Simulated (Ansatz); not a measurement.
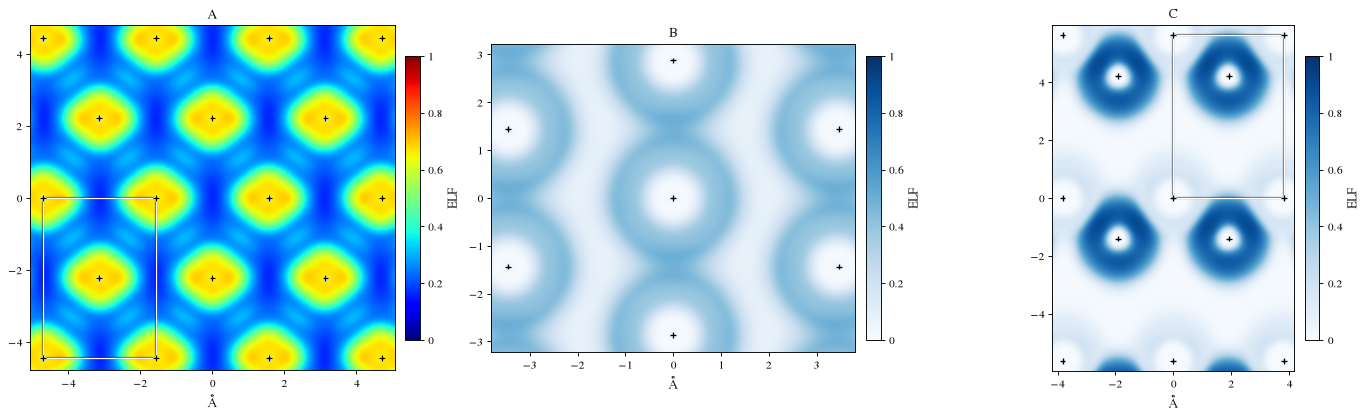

The electron localisation function of 3 systems, each on a plane through atoms (crosses mark nuclei in the plane).

These are results of DFT r2SCAN, scalar-relativistic, plane waves, PAW (Ansatz), not measurements.

System 1: Ge, the (001) plane of the conventional cell. Space group C2/c; a structure from a database of computed crystals, not necessarily the ambient phase; changed on purpose from its base cell (strain -0.1000 x Voigt [0, 0, 0, 0, 0, 1], atoms carried along).

System 2: Pt, the (011̄) plane of the conventional cell. Space group Im-3m; a structure from a database of computed crystals, not necessarily the ambient phase.

```
CELL_PARAMETERS angstrom
3.13897 0.00000 0.00000
0.00000 3.13897 0.00000
0.00000 0.00000 3.13897
ATOMIC_POSITIONS crystal
Pt 0.00000 0.00000 0.00000
Pt 0.50000 0.50000 0.50000
```

System 3: ZnS, the (010) plane of the conventional cell. Space group I-4m2; changed on purpose from its base cell (strain +0.000 along x and y, +0.040 along z, atoms carried along); computed pressure about −4 GPa in this cell.

```cif
data_structure
_symmetry_space_group_name_H-M 'P 1'
_symmetry_Int_Tables_number 1
_cell_length_a 3.8250
_cell_length_b 3.8250
_cell_length_c 5.6257
_cell_angle_alpha 90.000
_cell_angle_beta 90.000
_cell_angle_gamma 90.000
_cell_volume 82.31
loop_
_atom_site_label
_atom_site_type_symbol
_atom_site_fract_x
_atom_site_fract_y
_atom_site_fract_z
_atom_site_occupancy
Zn1 Zn 0.00000 0.00000 0.00000 1
Zn2 Zn 0.50000 0.50000 0.50000 1
S1 S 0.00000 0.50000 0.25000 1
S2 S 0.50000 0.00000 0.75000 1
```

**Match each panel to its system.**

Panel A is system 2, Pt: the plane holds Pt. Pt–Pt (2.72 Å): the ELF is about 0.30 at the midpoint; no shared electron pair shows on this line. Panel B is system 1, Ge: the plane holds Ge. Ge–Ge (2.87 Å): the ELF is about 0.50 at the midpoint. Panel C is system 3, ZnS: the plane holds Zn and S. Zn–S (2.37 Å): the ELF peaks at about 0.90 in the valence shell of S, 0.8 Å from its nucleus, and is about 0.60 at the midpoint.
